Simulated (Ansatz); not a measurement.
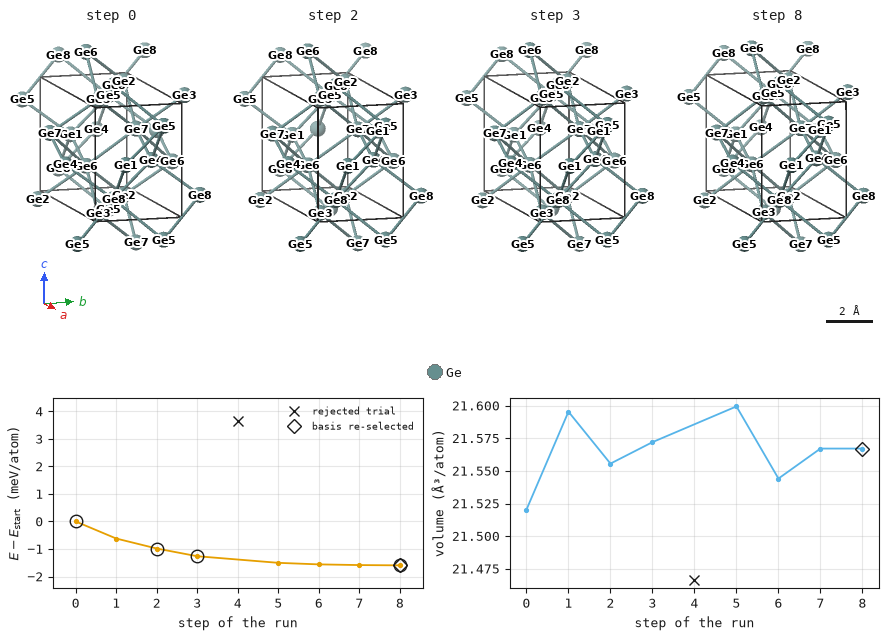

Frames of a relaxation of crystalline Ge (a generated structure, set up in Pnma), marked on the history of the run. The picture is a ball-and-stick view of the cell of the calculation, seen slightly off an axis.

The calculation used Ansatz, DFT PBE, scalar-relativistic, plane waves, PAW. (plane-wave cutoff 420 eV; k-point mesh 6 × 10 × 8; occupations gaussian; smearing width 0.1 eV; no spin polarisation; cell and atoms relaxed; force threshold 0.01 eV/Å; at most 80 steps)

What happens along the run?

Answer. After 6 accepted moves (8 points after the start) the energy has fallen by 1.6 meV per atom. The largest force component goes from 0.048 to 0.0029 eV/Å. The pressure goes from 0.23 to 0.00 GPa. The line search rejected the trial step at point 4 of the run. At 1 point the geometry stayed and the basis and grid were re-selected for the new cell (energy shift of less than 0.05 meV per atom at most each time). The largest moves relative to the cell, 0.070 Å, are those of Ge1, Ge2, Ge3 and Ge4. Ge1 goes along [−1 0 −2]. Cell: a 8.465 → 8.545 Å (+0.9 %), b 3.983 → 3.883 Å (−2.5 %), c 5.107 → 5.200 Å (+1.8 %). Volume +0.2 %. Among the contacts that change: Ge5–Ge8 2.851 → 2.800 Å, Ge1–Ge6 2.581 → 2.611 Å, Ge1–Ge5 2.636 → 2.654 Å. Bond angles that change, for instance: Ge5–Ge1–Ge5 98.1° → 94.0°, Ge5–Ge1–Ge8 101.0° → 104.0°, Ge1–Ge5–Ge4 79.0° → 76.0°. The space group stays Pnma (No. 62). From step 0 to 2: Ge atoms move most (0.04 Å), volume +0.2 %, energy −1.0 meV per atom. From step 2 to 3: Ge atoms move most (0.02 Å), energy −0.3 meV per atom. From step 3 to 8: energy −0.3 meV per atom.
